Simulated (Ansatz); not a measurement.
**HfO4 (slab): density, localisation and related maps**

```yaml
crystal:
  lattice:
    - [3.60456, 0.00000, 0.00000]
    - [-1.80228, 3.12164, 0.00000]
    - [0.00000, 0.00000, 19.41466]
  atoms:
    - { symbol: O, position: [0.66667, 0.33333, 0.38631] }
    - { symbol: O, position: [0.00000, 0.00000, 0.46210] }
    - { symbol: Hf, position: [0.66667, 0.33333, 0.50000] }
    - { symbol: O, position: [0.33333, 0.66667, 0.53790] }
    - { symbol: O, position: [0.66667, 0.33333, 0.61369] }
```

Changed on purpose from its base cell (repeats removed: 2); not relaxed (largest force 1.4 eV/Å).

All numbers below come from DFT PBE, scalar-relativistic, plane waves, PAW (Ansatz).

Core electrons are frozen (PAW), and the valence fields are smoothed inside the atomic spheres.

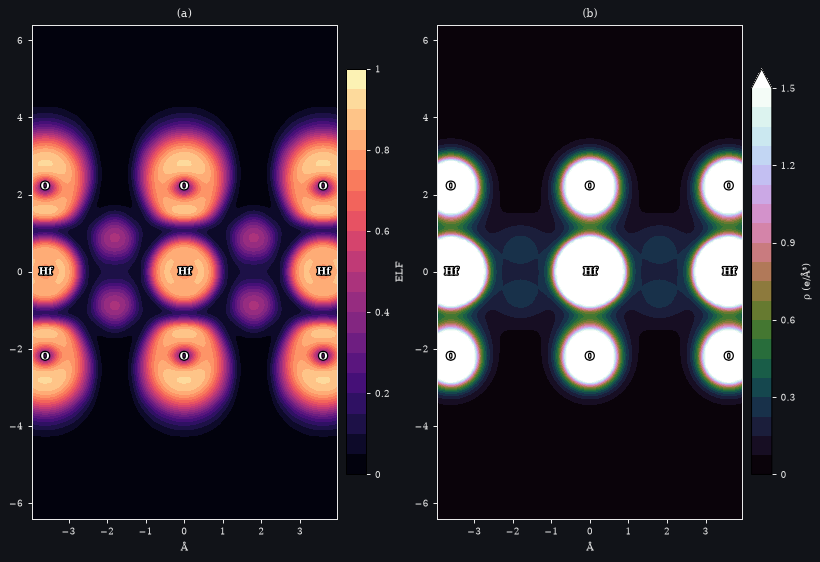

Figure 1. (a) ELF; (b) valence charge density (pseudo) on the (11̄0) plane of the calculation cell, a cut from vacuum to vacuum.

Describe what can be read from this map.

Atoms in the plane: O and Hf.
Hf–O (2.21 Å): the density is about 0.57 e/Å³ at the midpoint; the ELF peaks at about 0.90 in the valence shell of O, 0.6 Å from its nucleus, and drops to about 0.15 between the two atoms: no shared electron pair shows on this line.
The density dies away to nearly zero in the vacuum.
The features right at Hf lie inside the PAW spheres, where the map follows smoothed inner orbitals and isn't to be read closely.

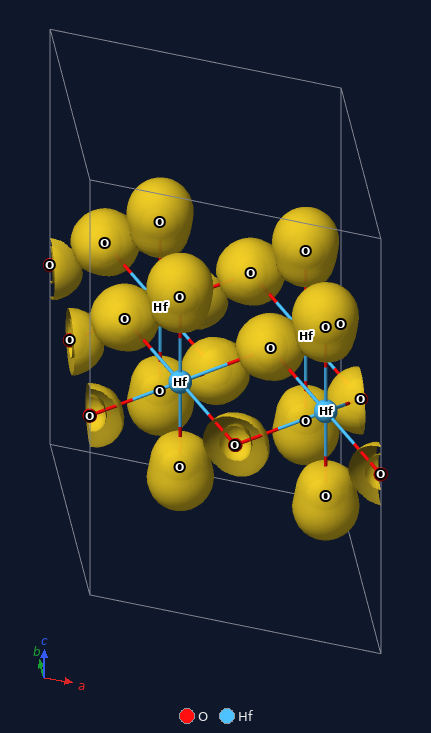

Figure 2. Isosurface of the electron localisation function at 0.75 (yellow), seen at an oblique angle. Only the valence region is drawn (cores and ρ < 0.01 e/Å³ removed). Sticks mark near contacts.

Describe the localisation domains.

The ELF exceeds this value in four regions wrapped around O (the valence shell of each), counted in one cell of 5 atoms. Counts are for one cell; the picture repeats the cell along the surface.

Does the calculation give a band gap?

It is gapless in this calculation (a metal or semimetal).
